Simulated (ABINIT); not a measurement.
## Run report: Rh, single-point calculation

Rh (P-1, 1 atom in the cell), computed with Kohn-Sham DFT of a periodic cell, PBEsol, JTH PAW PBE v2.0, no spin polarisation (ABINIT 10.8.3).

The structure derives from an entry of the Crystallography Open Database.

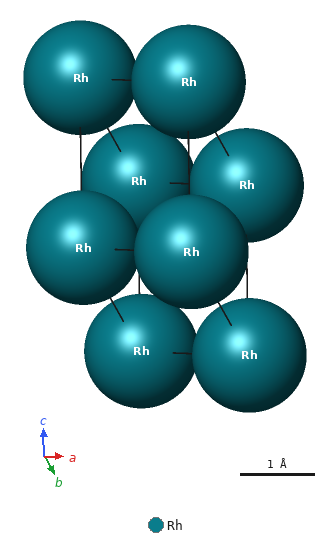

Figure 1. The structure (spheres-only view of the reduced cell, seen at an oblique angle). An atom can appear more than once, as a periodic image.

### Input file
```
pp_dirpath "./"
pseudos "Rh.GGA_PBE-JTH.xml"

acell 3*1.0 Angstrom
rprim
    -0.0393340000     1.8830950000     1.9624630000
     1.9019270000     0.0328110000     1.8903180000
     1.9246520000     1.8336750000     0.0100860000
ntypat 1
znucl 45
natom 1
typat 1
xred
     0.0047670000     0.0035010000    -0.0058200000
chkprim 0
chksymtnons 0
tolsym 1.0e-6

ecut 435.382180 eV
pawecutdg 32.0
pawxcdev 0

kptopt 1
ngkpt 15 15 15
nshiftk 1
shiftk 0.0 0.0 0.0

ixc -116133

nband 13
occopt 6
tsmear 0.1 eV

nstep 100
tolvrs 1.0e-9

iomode 3
prtwf 0
prtden 0
prteig 0
prtebands 0
enunit 2
```

Launched with:
```bash
abinit run.abi > log 2>&1
```

### The program's output
```
.Version 10.8.3 of ABINIT
 Symmetries : space group P-1 (#  2); Bravais aP (primitive triclinic)
================================================================================
 Values of the parameters that define the memory need of the present run
     intxc =       0    ionmov =       0      iscf =      17    lmnmax =      18
     lnmax =       6     mgfft =      20  mpssoang =       3    mqgrid =    3001
     natom =       1  nloc_mem =       2    nspden =       1   nspinor =       1
    nsppol =       1      nsym =       2    n1xccc =       1    ntypat =       1
    occopt =       6   xclevel =       2
       mpw =         295          nfft =        8000          nkpt =        1688
 PAW method is used; the additional fine FFT grid is defined by:
   mgfftf=        30    nfftf =     21870
================================================================================
================================================================================

--------------------------------------------------------------------------------
------------- Echo of variables that govern the present computation ------------
--------------------------------------------------------------------------------
 -outvars: echo values of preprocessed input variables --------
            acell      1.8897261259E+00  1.8897261259E+00  1.8897261259E+00 Bohr
              amu      1.02905500E+02
          chkprim           0
      chksymtnons           0
             ecut      1.60000000E+01 Hartree
           enunit           2
                       outvar_i_n : Printing only first  50 k-points.
              ixc     -116133
                       outvar_i_n : Printing only first  50 k-points.
         kptrlatt       15    0    0      0   15    0      0    0   15
          kptrlen      7.38022731E+01
            natom           1
            nband          13
            ngfft          20      20      20
          ngfftdg          30      27      27
             nkpt        1688
            nstep         100
             nsym           2
           ntypat           1
                       prtocc : prtvol=0, do not print more k-points.
           occopt           6
        pawecutdg      3.20000000E+01 Hartree
         pawxcdev           0
           prtden           0
        prtebands           0
           prteig           0
            prtwf           0
            rprim     -3.9334000000E-02  1.8830950000E+00  1.9624630000E+00
                       1.9019270000E+00  3.2811000000E-02  1.8903180000E+00
                       1.9246520000E+00  1.8336750000E+00  1.0086000000E-02
          spgroup           2
           tolsym      1.00000000E-06
           tolvrs      1.00000000E-09
           tsmear      3.67493222E-03 Hartree
            typat      1
           useylm           1
                       outvars : Printing only first  50 k-points.
           xangst     -4.7303333910E-03 -1.5804033240E-03  1.5914363919E-02
            xcart     -8.9390345932E-03 -2.9865294508E-03  3.0073789275E-02
             xred      4.7670000000E-03  3.5010000000E-03 -5.8200000000E-03
            znucl       45.00000

================================================================================

 chkinp: Checking input parameters for consistency.

================================================================================
== DATASET  1 ==================================================================

--- !DatasetInfo
iteration_state: {dtset: 1, }
dimensions: {natom: 1, nkpt: 1688, mband: 13, nsppol: 1, nspinor: 1, nspden: 1, mpw: 295, }
cutoff_energies: {ecut:  16.0, pawecutdg:  32.0, }
electrons: {nelect:   1.70000000E+01, charge:   0.00000000E+00, occopt:   6.00000000E+00, tsmear:   3.67493222E-03, }
meta: {optdriver: 0, ionmov: 0, optcell: 0, iscf: 17, paral_kgb: 0, }
...

 Real(R)+Recip(G) space primitive vectors, cartesian coordinates (Bohr,Bohr^-1):
 R(1)= -0.0743305  3.5585338  3.7085176  G(1)= -0.1341533  0.1400802  0.1325457
 R(2)=  3.5941211  0.0620038  3.5721833  G(2)=  0.1385515 -0.1462126  0.1430764
 R(3)=  3.6370652  3.4651436  0.0190598  G(3)=  0.1352897  0.1473491 -0.1386782
 Unit cell volume ucvol=  9.2259727E+01 bohr^3
 Angles (23,13,12)=  5.83593542E+01  6.19787019E+01  5.95510937E+01 degrees

 Coarse grid specifications (used for wave-functions):

 getcut: wavevector=  0.0000  0.0000  0.0000  ngfft=  20  20  20
         ecut(hartree)=     16.000   => boxcut(ratio)=   2.16365

 Fine grid specifications (used for densities):

 getcut: wavevector=  0.0000  0.0000  0.0000  ngfft=  30  27  27
         ecut(hartree)=     32.000   => boxcut(ratio)=   2.01574

--- Pseudopotential description ------------------------------------------------
- pspini: atom type   1  psp file is ./Rh.GGA_PBE-JTH.xml
 Pseudopotential format is: paw10
 basis_size (lnmax)=  6 (lmn_size= 18), orbitals=   0   0   1   1   2   2
 Spheres core radius: rc_sph= 2.21251062
 Shapefunction is SIN type: shapef(r)=[sin(pi*r/rshp)/(pi*r/rshp)]**2
 Radius for shape functions =  2.00372819
 Compensation charge density is not taken into account in XC energy/potential

   3.74318991E+02                                ecore*ucvol(ha*bohr**3)
--------------------------------------------------------------------------------

================================================================================

--- !BeginCycle
iteration_state: {dtset: 1, }
solver: {iscf: 17, nstep: 100, nline: 4, wfoptalg: 10, }
tolerances: {tolvrs: 1.00E-09, }
...

     iter   Etot(hartree)      deltaE(h)  residm     nres2
 ETOT  1  -109.77921365474    -1.098E+02 4.773E+01 3.041E+00
 ETOT  2  -111.41589031282    -1.637E+00 3.229E-01 3.252E+00
 ETOT  3  -111.40378607039     1.210E-02 2.865E-01 3.054E-01
 ETOT  4  -111.40347807087     3.080E-04 1.340E-01 3.445E-02
 ETOT  5  -111.40348895577    -1.088E-05 4.997E-02 1.887E-03
 ETOT  6  -111.40348232826     6.628E-06 7.223E-03 1.584E-05
 ETOT  7  -111.40348265079    -3.225E-07 3.160E-03 1.442E-05
 ETOT  8  -111.40348258699     6.381E-08 2.469E-03 1.749E-07
 ETOT  9  -111.40348258900    -2.018E-09 4.310E-03 2.208E-08
 ETOT 10  -111.40348258896     4.664E-11 5.997E-03 8.685E-10

 At SCF step   10       nres2   =  8.69E-10 < tolvrs=  1.00E-09 =>converged.

 Cartesian components of stress tensor (hartree/bohr^3)
  sigma(1 1)=  2.50610030E-04  sigma(3 2)=  3.24811906E-04
  sigma(2 2)= -1.67114559E-04  sigma(3 1)= -1.82793133E-04
  sigma(3 3)=  1.63060429E-04  sigma(2 1)= -6.82961865E-05

--- !ResultsGS
iteration_state: {dtset: 1, }
comment   : Summary of ground state results
lattice_vectors:
- [ -0.0743305,   3.5585338,   3.7085176, ]
- [  3.5941211,   0.0620038,   3.5721833, ]
- [  3.6370652,   3.4651436,   0.0190598, ]
lattice_lengths: [   5.14021,    5.06775,    5.02353, ]
lattice_angles: [ 58.359,  61.979,  59.551, ] # degrees, (23, 13, 12)
lattice_volume:   9.2259727E+01
convergence: {deltae:  4.664E-11, res2:  8.685E-10, residm:  5.997E-03, diffor: null, }
etotal    :  -1.11403483E+02
entropy   :   0.00000000E+00
fermie    :   6.02314368E-01
cartesian_stress_tensor: # hartree/bohr^3
- [  2.50610030E-04,  -6.82961865E-05,  -1.82793133E-04, ]
- [ -6.82961865E-05,  -1.67114559E-04,   3.24811906E-04, ]
- [ -1.82793133E-04,   3.24811906E-04,   1.63060429E-04, ]
pressure_GPa:  -2.4180E+00
xred      :
- [  4.7670E-03,   3.5010E-03,  -5.8200E-03, Rh]
cartesian_forces: # hartree/bohr
- [ -0.00000000E+00,  -0.00000000E+00,  -0.00000000E+00, ]
force_length_stats: {min:   0.00000000E+00, max:   0.00000000E+00, mean:   0.00000000E+00, }
...

 Integrated electronic density in atomic spheres:
 ------------------------------------------------
 Atom  Sphere_radius  Integrated_density
    1        2.21251         14.87473447

================================================================================

 ----iterations are completed or convergence reached----

 Mean square residual over all n,k,spin=   72.382E-08; max=  59.972E-04
 reduced coordinates (array xred) for    1 atoms
       0.004767000000      0.003501000000     -0.005820000000
 rms dE/dt=  0.0000E+00; max dE/dt=  0.0000E+00; dE/dt below (all hartree)
    1       0.000000000000      0.000000000000      0.000000000000

 cartesian coordinates (angstrom) at end:
    1     -0.00473033339100    -0.00158040332400     0.01591436391900

 cartesian forces (hartree/bohr) at end:
    1     -0.00000000000000    -0.00000000000000    -0.00000000000000
 frms,max,avg= 0.0000000E+00 0.0000000E+00   0.000E+00  0.000E+00  0.000E+00 h/b

 cartesian forces (eV/Angstrom) at end:
    1     -0.00000000000000    -0.00000000000000    -0.00000000000000
 frms,max,avg= 0.0000000E+00 0.0000000E+00   0.000E+00  0.000E+00  0.000E+00 e/A
 length scales=  1.889726125908  1.889726125908  1.889726125908 bohr
              =  1.000000000000  1.000000000000  1.000000000000 angstroms
 Fermi (or HOMO) energy (hartree) =   0.60231   Average Vxc (hartree)=  -0.49629
 Eigenvalues (hartree) for nkpt=1688  k points:
 kpt#   1, nband= 13, wtk=  0.00030, kpt=  0.0000  0.0000  0.0000 (reduced coord)
  -2.29583   -1.10104   -1.10094   -1.09976    0.30434    0.47174    0.48486    0.50338
   0.55594    0.57704    1.18521    1.34610    1.38233
      occupation numbers for kpt#   1
   2.00000    2.00000    2.00000    2.00000    2.00000    2.00000    2.00000    2.00000
   2.00000    2.00000    0.00000    0.00000    0.00000
 prteigrs : prtvol=0 or 1, do not print more k-points.

 Fermi (or HOMO) energy (eV) =  16.38981   Average Vxc (eV)= -13.50470
 Eigenvalues (   eV  ) for nkpt=1688  k points:
 kpt#   1, nband= 13, wtk=  0.00030, kpt=  0.0000  0.0000  0.0000 (reduced coord)
 -62.47281  -29.96093  -29.95804  -29.92591    8.28161   12.83670   13.19377   13.69754
  15.12785   15.70205   32.25115   36.62915   37.61503
 prteigrs : prtvol=0 or 1, do not print more k-points.

--- !EnergyTerms
iteration_state     : {dtset: 1, }
comment             : Components of total free energy in Hartree
kinetic             :  1.50063001037517E+01
hartree             :  1.86587879159925E+01
xc                  : -5.09303915742225E+00
Ewald energy        : -9.23324676009385E+01
psp_core            :  4.05723066452555E+00
local_psp           : -7.22838188286350E+01
PAW spherical_terms :  2.05835061344777E+01
internal            : -1.11403500768248E+02
'-kT*entropy'       :  2.57142110073224E-06
total_energy        : -1.11403498196827E+02
total_energy_eV     : -3.03144361858731E+03
...

--- !EnergyTermsDC
iteration_state     : {dtset: 1, }
comment             : '"Double-counting" decomposition of free energy'
band_energy         : -6.89981711629937E+00
Ewald energy        : -9.23324676009385E+01
psp_core            :  4.05723066452555E+00
xc_dc               : -1.70838227494862E+01
PAW spherical_terms :  8.55391641820526E-01
internal            : -1.11403485160378E+02
'-kT*entropy'       :  2.57142110073224E-06
total_energy_dc     : -1.11403482588957E+02
total_energy_dc_eV  : -3.03144319387552E+03
...

--- !EnergyTermsWithPAWCore
iteration_state     : {dtset: 1, }
comment             : 'Components of total free energy, including PAW core contributions'
Total energy        : -4.78203020284491E+03
Total energy DC     : -4.78203018723704E+03
Total energy (eV)   : -1.30125670889560E+05
Total energy DC (eV): -1.30125670464848E+05
...

 Cartesian components of stress tensor (hartree/bohr^3)
  sigma(1 1)=  2.50610030E-04  sigma(3 2)=  3.24811906E-04
  sigma(2 2)= -1.67114559E-04  sigma(3 1)= -1.82793133E-04
  sigma(3 3)=  1.63060429E-04  sigma(2 1)= -6.82961865E-05

-Cartesian components of stress tensor (GPa)         [Pressure= -2.4180E+00 GPa]
- sigma(1 1)=  7.37320163E+00  sigma(3 2)=  9.55629621E+00
- sigma(2 2)= -4.91668006E+00  sigma(3 1)= -5.37795964E+00
- sigma(3 3)=  4.79740346E+00  sigma(2 1)= -2.00934318E+00

== END DATASET(S) ==============================================================
================================================================================

 -outvars: echo values of variables after computation  --------
            acell      1.8897261259E+00  1.8897261259E+00  1.8897261259E+00 Bohr
           etotal     -1.1140348259E+02
            fcart     -0.0000000000E+00 -0.0000000000E+00 -0.0000000000E+00
            rprim     -3.9334000000E-02  1.8830950000E+00  1.9624630000E+00
                       1.9019270000E+00  3.2811000000E-02  1.8903180000E+00
                       1.9246520000E+00  1.8336750000E+00  1.0086000000E-02
           strten      2.5061002954E-04 -1.6711455855E-04  1.6306042916E-04
                       3.2481190621E-04 -1.8279313272E-04 -6.8296186510E-05
           xangst     -4.7303333910E-03 -1.5804033240E-03  1.5914363919E-02
             xred      4.7670000000E-03  3.5010000000E-03 -5.8200000000E-03
 Calculation completed.
```

### Results in brief

- outcome: converged
- space group (tolerance 0.01 Å): P-1 (2)
- electrons treated: 17
- free energy: −3031.4432 eV
- Fermi energy: 16.390 eV
- gap on the k-point mesh: none (metallic)
- pressure: −2.42 GPa
- largest force (length of the vector): under 0.001 eV/Å
- hardware: 1 thread of Arm Neoverse N1, 24 GiB of memory available, shared host
- wall time: 4.1 min
- peak memory: 0.31 GiB
